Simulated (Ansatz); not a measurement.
Consider Al₆H (slab).

```cif
data_structure
_symmetry_space_group_name_H-M 'P 1'
_symmetry_Int_Tables_number 1
_cell_length_a 5.7143
_cell_length_b 5.7143
_cell_length_c 22.6016
_cell_angle_alpha 90.000
_cell_angle_beta 90.000
_cell_angle_gamma 120.000
_cell_volume 639.14
loop_
_atom_site_label
_atom_site_type_symbol
_atom_site_fract_x
_atom_site_fract_y
_atom_site_fract_z
_atom_site_occupancy
Al1 Al 0.33333 0.16667 0.17698 1
Al2 Al 0.33333 0.66667 0.17698 1
Al3 Al 0.83333 0.16667 0.17698 1
Al4 Al 0.83333 0.66667 0.17698 1
Al5 Al 0.16667 0.33333 0.27878 1
Al6 Al 0.16667 0.83333 0.27878 1
Al7 Al 0.66667 0.33333 0.27878 1
Al8 Al 0.66667 0.83333 0.27878 1
Al9 Al 0.00000 0.00000 0.38058 1
Al10 Al 0.00000 0.50000 0.38058 1
Al11 Al 0.50000 0.00000 0.38058 1
Al12 Al 0.50000 0.50000 0.38058 1
H1 H 0.93438 0.00000 0.49561 1
H2 H 0.06562 0.00000 0.49561 1
```

Method: DFT PBE, scalar-relativistic, plane waves, PAW in Ansatz.

Q: What will maps of the valence pseudo-density and electron localisation function show?

A: H–H (0.75 Å): the density is about 1.8 e/Å³ at the midpoint; the ELF is about 1 at the midpoint.
Al–Al (2.86 Å): ρ at the midpoint is about 0.21 e/Å³; the ELF peaks at about 0.70 between the atoms.

Q: Does the calculation make it a metal, or give it a gap?

A: It is metallic or semimetallic at this level of theory: no gap opens.

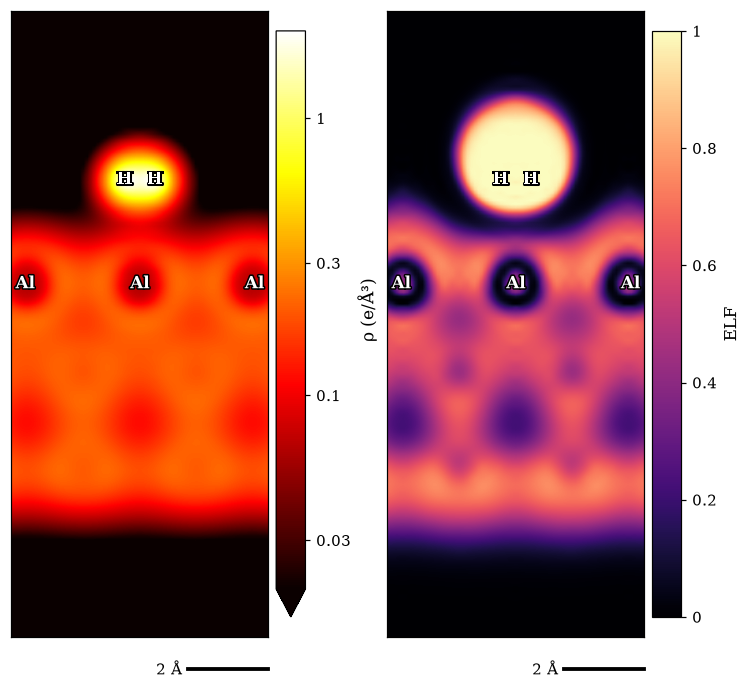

Computed valence pseudo-density and electron localisation function on the (010) plane of the calculation cell, a cut from vacuum to vacuum, in this order. Atoms just off the plane (Al, 0.8 Å away) can leave unmarked features too.

In a PAW calculation such maps are meaningful between the atoms, not at the nuclei.
